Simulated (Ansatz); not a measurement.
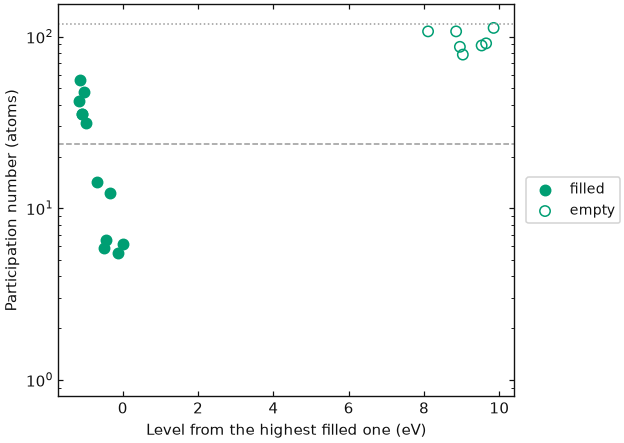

Levels near the gap of a 119-atom cell against the number of atoms over which each spreads (dotted: all atoms; dashed: a fifth of them). Host Al₂O₃ with a vacancy of Al.

Calculation on Al₄₇O₇₂ (defect cell), 119 atoms in the cell, cell charge −3 e.

Computed with Ansatz: DFT, HSE06, PAW, plane waves, one k point, (0.25, 0.25, 0.25), 420 eV cutoff, Fermi-Dirac smearing of 0.01 eV.

Which of these levels are localised (under the dashed line)?

6 of the 19 levels shown spread over less than a fifth of the cell: −0.67 eV (filled, over about 14 atoms, mostly O), −0.49 eV (filled, over about 6 atoms, mostly O), −0.44 eV (filled, over about 7 atoms, mostly O), −0.35 eV (filled, over about 12 atoms, mostly O), −0.13 eV (filled, over about 6 atoms, mostly O) and 0.00 eV (filled, over about 6 atoms, mostly O).

How far apart are the highest filled and the lowest empty level?

The lowest empty level lies 8.11 eV above the highest filled one.

One k point in a finite cell, so levels carry errors of tenths of an eV.
